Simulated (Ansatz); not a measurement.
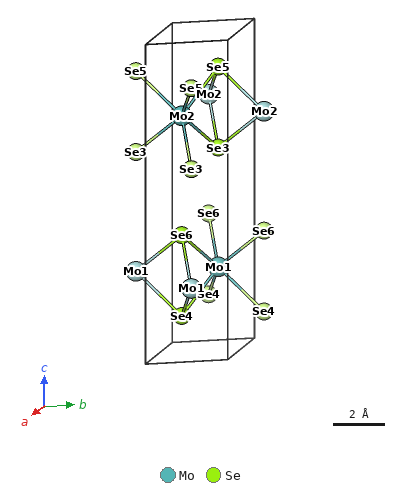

**Figure 1.** The structure (ball-and-stick view of the cell of the calculation, seen slightly off an axis; neighbours outside the cell are drawn fainter; atoms are numbered from 1 in the order of the input).

# Wannier-function calculation, with input and output: MoSe$_{2}$ (part 1 of 2)

- system: MoSe$_{2}$ (P6₃/mmc, 6 atoms in the cell)
- method: maximally localised Wannier functions of PBE bands, plane waves, PAW, no spin polarisation (Ansatz 0.2.0)

The structure derives from an entry of the Crystallography Open Database. The geometry comes from this level: r2scan-rvv10. It belongs to a series of runs on one base structure; here: metal d and anion p. Figures and captions count atoms from 1; the log counts them from 0 in places.

## Output
```
scf.n_extra_bands = 6 over 46 filled bands (N_el = 92.0): the run solves 52 bands
Engine: ansatz 0.2.0, aarch64-unknown-linux-gnu
Pseudopotentials: kind: paw
Pseudopotential: Mo, paw, valence charge 14, recommended cutoff 420 eV (normal), Mo.paw.azcp
Pseudopotential: Se, paw, valence charge 16, recommended cutoff 420 eV (normal), Se.paw.azcp
Functional definition: PBE
  parameter kappa = 0.804
  parameter beta = 0.06672455060314922
  exchange = pbe_x(kappa = kappa, mu = beta*pi^2/3)
  correlation = pbe_c(beta = beta)
Crystal: 6 atoms, lattice volume = 123.884 Å³
Basis set: ecut = 420 eV, 2491 PW (Γ)
Bands: 52, of which v1, the nominal top of the filled ones, is band 46 counted from 1 (45 counted from 0)
Symmetry: 24 space group operations
Space group: P63/mmc (ITA 194), of the structure as read, at distance tolerance 5.0e-5 Å
k-points: 24 of 162
Non-local potential: Mo, projectors of the file, l = 0: 3, l = 1: 2, l = 2: 2, l = 3: 1
Non-local potential: Se, projectors of the file, l = 0: 2, l = 1: 2, l = 2: 3, l = 3: 1
PAW form: soft (Blöchl's): semilocal exchange-correlation on the pseudo side does not see the compensation charge
PAW one-centre angular grid: Mo, 590 points (default); XC on 64 Gauss nodes
PAW one-centre angular grid: Se, 590 points (default); XC on 64 Gauss nodes
Initial density: superposition of atomic densities (neutral atoms: chi_scale 0, normalization atom), corrected by the library's trained network
Initial wavefunctions: pseudopotential atomic-orbital guess
Functional: x = pbe(κ = 0.804, μ = 0.2195149727645171), c = pbe(β = 0.06672455060314922)
SCF iter   1: F=—  HF=-31792.377177 eV  |F-HF|=—  |Δ(HF+E_count)|=         —  Δρ=4.79e-3  dr2=9.08e-3  ethr=1.77e-3  ⟨swp⟩=4.9  Hψ=3852  notcnv=0  defer=72
preconditioner: auto → Resta (q_TF=auto, 2.596 Å⁻¹)  ε∞=8.3  [insulator: Δε(μ)=0.988 eV  Ē_g=7.385 eV  n_scr=40 (ndim 8)  ℏωp=20.0 eV  f_vac=0.057  ε∞_Penn≈8.3]
SCF iter   2: F=—  HF=-31792.386087 eV  |F-HF|=—  |Δ(HF+E_count)|=   8.91e-3  Δρ=2.76e-3  dr2=2.54e-3  ethr=9.87e-6  ⟨swp⟩=2.0  Hψ=1994  notcnv=0  defer=94
SCF iter   3: F=—  HF=-31792.389547 eV  |F-HF|=—  |Δ(HF+E_count)|=   3.46e-3  Δρ=1.17e-3  dr2=7.52e-4  ethr=2.77e-6  ⟨swp⟩=2.0  Hψ=1599  notcnv=0  defer=94
SCF iter   4: F=—  HF=-31792.390264 eV  |F-HF|=—  |Δ(HF+E_count)|=   7.17e-4  Δρ=8.63e-5  dr2=8.31e-6  ethr=8.17e-7  ⟨swp⟩=2.2  Hψ=1818  notcnv=0  defer=94
SCF iter   5: F=—  HF=-31792.390267 eV  |F-HF|=—  |Δ(HF+E_count)|=   2.96e-6  Δρ=3.20e-5  dr2=2.11e-6  ethr=9.03e-9  ⟨swp⟩=2.0  Hψ=2268  notcnv=0  defer=35
SCF iter   6: F=—  HF=-31792.390267 eV  |F-HF|=—  |Δ(HF+E_count)|=   2.23e-8  Δρ=1.24e-5  dr2=3.75e-7  ethr=2.29e-9  ⟨swp⟩=2.0  Hψ=2269  notcnv=0  defer=35
SCF iter   7: F=-31792.390267 eV  HF=-31792.390267 eV  |F-HF|=1.35e-8  |Δ(HF+E_count)|=   1.91e-7  Δρ=4.50e-6  dr2=6.12e-8  ethr=1.09e-10  ⟨swp⟩=8.0  Hψ=3419  notcnv=0
SCF 1 converged in 7 iterations: F = -31792.390267 eV  dr2 = 6.12e-8
  greatest PAW one-centre occupation: 1.000 electrons in one spin orbital (limit 2), on the Se atom at site 5 (counted from 0), in its partial waves of l = 2
```

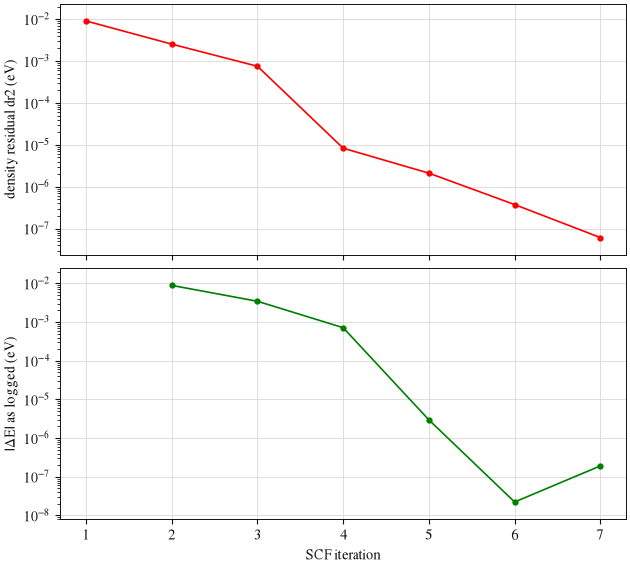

**Figure 2.** Convergence of the self-consistent field: density residual dr2 and size of the energy change against the SCF iteration. The residual falls at every step.

```
NSCF: frozen V_eff on 93 k-points
NSCF: frozen V_eff on 18 k-points
the Wannier pass solved 18 of the 72 points of its mesh, and has the states at the others by symmetry: states obtained by the crystal's operations at points that were solved too leave a residual of 4.40e-13 eV (read by the count's bands and the next), within 8.33e-6 eV
NSCF: frozen V_eff on 18 k-points
the Wannier pass solved 18 of the 72 points of its mesh, and has the states at the others by symmetry: states obtained by the crystal's operations at points that were solved too leave a residual of 5.80e-13 eV (read by the count's bands and the next), within 8.33e-6 eV
SCF converged after 7 iterations
Free energy (F): -31792.390267 eV
Harris-Foulkes:  -31792.390267 eV  (|F-HF|=1.35e-8)
Internal energy: -31792.390267 eV  (E = F + TS)
E sigma→0 (E₀):  -31792.390267 eV
Fermi energy:    12.018686 eV
--- Per-component energies (eV) ---
  E_band       = -1663.911463
  E_kinetic    = 1359.278207
  E_local      = -12145.225128  (includes V_loc(G=0)·N_el)
  E_nonlocal   = -2095.763641
  E_hartree    = 5742.210425
  E_xc         = -785.862253
  E_vxc        = -853.575963  (∫ρ·V_xc dr)
  E_paw        = -14048.331563  (= ΣΔE_a)
  E_vpaw       = 586.970106  (= ΣTr[D̂ρ^β])
  E_aug_tail   = -0.002276  (compensation charges beyond the density's cutoff)
  E_ewald      = -9818.694039
  E_smearing   = -0.000000  (= −TS)
  E_closure    = 0.000000  (closes the sum)
  Σ components = -31792.390267   (vs F -31792.390267, Δ=0.00e0)
--- Band table (eV; the first three rows and the last of 24) ---
  k-point 0: bands = ["-49.1615", "-49.1615", "-35.7351", "-35.7351", "-35.7351", "-35.7351", "-35.7347", "-35.7347", "-35.7347", "-35.7347", "-35.6971", "-35.6971", "-35.6969", "-35.6969", "-35.6961", "-35.6961", "-35.6959", "-35.6959", "-35.6822", "-35.6820", "-35.6799", "-35.6797", "-23.3136", "-23.3135", "-23.1409", "-23.1409", "-23.1409", "-23.1409", "-2.7334", "-2.4947", "-1.7648", "-1.4026", "5.6776", "6.6834", "8.8022", "9.4598", "9.4598", "9.4730", "9.4730", "10.4462", "10.4462", "10.4851", "10.4851", "11.0141", "11.1570", "12.0187", "14.4853", "14.4853", "14.5410", "14.5410", "14.6841", "14.6841"]
  k-point 1: bands = ["-49.1615", "-49.1615", "-35.7351", "-35.7351", "-35.7351", "-35.7351", "-35.7347", "-35.7347", "-35.7347", "-35.7347", "-35.6970", "-35.6970", "-35.6970", "-35.6970", "-35.6960", "-35.6960", "-35.6960", "-35.6960", "-35.6821", "-35.6821", "-35.6798", "-35.6798", "-23.3135", "-23.3135", "-23.1409", "-23.1409", "-23.1409", "-23.1409", "-2.6331", "-2.6331", "-1.5660", "-1.5660", "6.0905", "6.0905", "9.4663", "9.4663", "9.4663", "9.4663", "9.7444", "9.7444", "10.4657", "10.4657", "10.4657", "10.4657", "11.8328", "11.8328", "14.5024", "14.5024", "14.5024", "14.5024", "14.7779", "14.7779"]
  k-point 2: bands = ["-49.1589", "-49.1589", "-35.7350", "-35.7350", "-35.7348", "-35.7348", "-35.7346", "-35.7346", "-35.7343", "-35.7342", "-35.6972", "-35.6971", "-35.6970", "-35.6969", "-35.6963", "-35.6961", "-35.6961", "-35.6959", "-35.6820", "-35.6817", "-35.6796", "-35.6794", "-23.3069", "-23.3069", "-23.1712", "-23.1712", "-23.1478", "-23.1478", "-2.5656", "-2.3303", "-1.6667", "-1.3208", "5.8815", "6.8821", "8.5819", "9.0320", "9.0638", "9.6219", "9.6446", "9.8030", "10.1767", "10.2245", "10.4870", "11.0345", "11.3575", "11.7448", "14.1033", "14.1214", "14.2262", "14.3570", "14.4191", "14.6223"]
  k-point 23: bands = ["-49.1363", "-49.1363", "-35.7331", "-35.7331", "-35.7324", "-35.7324", "-35.7322", "-35.7322", "-35.7320", "-35.7320", "-35.6986", "-35.6986", "-35.6977", "-35.6977", "-35.6970", "-35.6970", "-35.6965", "-35.6965", "-35.6799", "-35.6799", "-35.6774", "-35.6774", "-23.3339", "-23.3339", "-23.3004", "-23.3004", "-23.2495", "-23.2495", "-0.5928", "-0.5928", "-0.4872", "-0.4872", "6.5659", "6.5659", "7.0676", "7.0676", "7.6487", "7.6487", "8.0131", "8.0131", "8.8609", "8.8609", "9.5088", "9.5088", "11.6245", "11.6245", "13.1170", "13.1170", "14.2100", "14.2100", "14.7332", "14.7332"]
Wannier search: line search 1 of at most 3000: gauge-dependent spread (as the search counts it) 2.4930548 Å², largest recent change 6.0e-1 Å² and fall left 5.1e-4 Å² against conv_tol 1.0e-8 Å², 0 stops escaped
WARN: [file] 122 periodic images of 122 elements of H(R) lie 4.88e-4 to 1.95e-3 Å beyond their element's nearest image, near the 9.77e-4 Å window within which an element is shared among its images; whether they share it moves the interpolated H(k) by 8.4e-3 eV (Frobenius norm, root mean square over the Brillouin zone); at the model's own mesh points H(k) does not change
```

## File rho_z.tsv
```
# z_ang	rho[e/angstrom^3]
# format = ansatz-planar-average/11
# lattice	3.305342646	0.000000000	0.000000000
# lattice	-1.652671323	2.862510700	0.000000000
# lattice	0.000000000	0.000000000	13.093367279
# sites	6
# site	42	0.000000000	1.908340467	3.273341820
# site	42	1.652671323	0.954170233	9.820025459
# site	34	0.000000000	1.908340467	8.162647608
# site	34	1.652671323	0.954170233	1.615963968
# site	34	0.000000000	1.908340467	11.477403311
# site	34	1.652671323	0.954170233	4.930719671
0.000000	4.383667e-2
0.145482	4.778756e-2
0.290964	6.096403e-2
0.436446	8.446177e-2
0.581927	1.217279e-1
0.727409	1.742268e-1
0.872891	2.488411e-1
1.018373	3.791946e-1
1.163855	6.384929e-1
1.309337	1.110499e0
1.454819	1.717606e0
1.600300	2.073267e0
1.745782	1.860659e0
1.891264	1.297253e0
2.036746	8.097968e-1
2.182228	5.494793e-1
2.327710	4.561133e-1
2.473192	4.698094e-1
2.618673	5.721789e-1
2.764155	7.478495e-1
2.909637	9.507613e-1
3.055119	1.115138e0
3.200601	1.201165e0
3.346083	1.201165e0
3.491565	1.115138e0
3.637046	9.507613e-1
3.782528	7.478495e-1
3.928010	5.721789e-1
4.073492	4.698094e-1
4.218974	4.561133e-1
4.364456	5.494793e-1
4.509938	8.097968e-1
4.655419	1.297253e0
4.800901	1.860659e0
4.946383	2.073267e0
5.091865	1.717606e0
5.237347	1.110499e0
5.382829	6.384929e-1
5.528311	3.791946e-1
5.673792	2.488411e-1
5.819274	1.742268e-1
5.964756	1.217279e-1
6.110238	8.446177e-2
6.255720	6.096403e-2
6.401202	4.778756e-2
6.546684	4.383667e-2
6.692165	4.778756e-2
6.837647	6.096403e-2
6.983129	8.446177e-2
7.128611	1.217279e-1
7.274093	1.742268e-1
7.419575	2.488411e-1
7.565057	3.791946e-1
7.710539	6.384929e-1
7.856020	1.110499e0
8.001502	1.717606e0
8.146984	2.073267e0
8.292466	1.860659e0
8.437948	1.297253e0
8.583430	8.097968e-1
8.728912	5.494793e-1
8.874393	4.561133e-1
9.019875	4.698094e-1
9.165357	5.721789e-1
9.310839	7.478495e-1
9.456321	9.507613e-1
9.601803	1.115138e0
9.747285	1.201165e0
9.892766	1.201165e0
10.038248	1.115138e0
10.183730	9.507613e-1
10.329212	7.478495e-1
10.474694	5.721789e-1
10.620176	4.698094e-1
10.765658	4.561133e-1
10.911139	5.494793e-1
11.056621	8.097968e-1
11.202103	1.297253e0
11.347585	1.860659e0
11.493067	2.073267e0
11.638549	1.717606e0
11.784031	1.110499e0
11.929512	6.384929e-1
12.074994	3.791946e-1
12.220476	2.488411e-1
12.365958	1.742268e-1
12.511440	1.217279e-1
12.656922	8.446177e-2
12.802404	6.096403e-2
12.947885	4.778756e-2
```

## File v_z.tsv
```
# z_ang	v_es[eV]	v_tot[eV]
# format = ansatz-planar-average/11
# xc	pbe
# density_cutoff_ev	1680
# datasets	Mo=:simpson_from_first_knot:soft	Se=:simpson_from_first_knot:soft
# lattice	3.305342646	0.000000000	0.000000000
# lattice	-1.652671323	2.862510700	0.000000000
# lattice	0.000000000	0.000000000	13.093367279
# sites	6
# site	42	0.000000000	1.908340467	3.273341820
# site	42	1.652671323	0.954170233	9.820025459
# site	34	0.000000000	1.908340467	8.162647608
# site	34	1.652671323	0.954170233	1.615963968
# site	34	0.000000000	1.908340467	11.477403311
# site	34	1.652671323	0.954170233	4.930719671
0.000000	1.615733e1	1.082049e1
0.145482	1.607111e1	1.059356e1
0.290964	1.580090e1	9.888085e0
0.436446	1.529264e1	8.773987e0
0.581927	1.442182e1	7.162468e0
0.727409	1.289237e1	4.762810e0
0.872891	1.092439e1	1.905022e0
1.018373	9.280256e0	-5.889224e-1
1.163855	8.255855e0	-2.430442e0
1.309337	7.668592e0	-3.775258e0
1.454819	7.313248e0	-4.718386e0
1.600300	7.090022e0	-5.299128e0
1.745782	6.921353e0	-5.566304e0
1.891264	6.759002e0	-5.608015e0
2.036746	6.576095e0	-5.526766e0
2.182228	6.419126e0	-5.432117e0
2.327710	6.243307e0	-5.513437e0
2.473192	5.632904e0	-6.231993e0
2.618673	3.952825e0	-8.211443e0
2.764155	1.282778e0	-1.131961e1
2.909637	-1.508606e0	-1.455730e1
3.055119	-3.727193e0	-1.712413e1
3.200601	-4.947366e0	-1.853612e1
3.346083	-4.947366e0	-1.853612e1
3.491565	-3.727193e0	-1.712413e1
3.637046	-1.508606e0	-1.455730e1
3.782528	1.282778e0	-1.131961e1
3.928010	3.952825e0	-8.211443e0
4.073492	5.632904e0	-6.231993e0
4.218974	6.243307e0	-5.513437e0
4.364456	6.419126e0	-5.432117e0
4.509938	6.576095e0	-5.526766e0
4.655419	6.759002e0	-5.608015e0
4.800901	6.921353e0	-5.566304e0
4.946383	7.090022e0	-5.299128e0
5.091865	7.313248e0	-4.718386e0
5.237347	7.668592e0	-3.775258e0
5.382829	8.255855e0	-2.430442e0
5.528311	9.280256e0	-5.889224e-1
5.673792	1.092439e1	1.905022e0
5.819274	1.289237e1	4.762810e0
5.964756	1.442182e1	7.162468e0
6.110238	1.529264e1	8.773987e0
6.255720	1.580090e1	9.888085e0
6.401202	1.607111e1	1.059356e1
6.546684	1.615733e1	1.082049e1
6.692165	1.607111e1	1.059356e1
6.837647	1.580090e1	9.888085e0
```
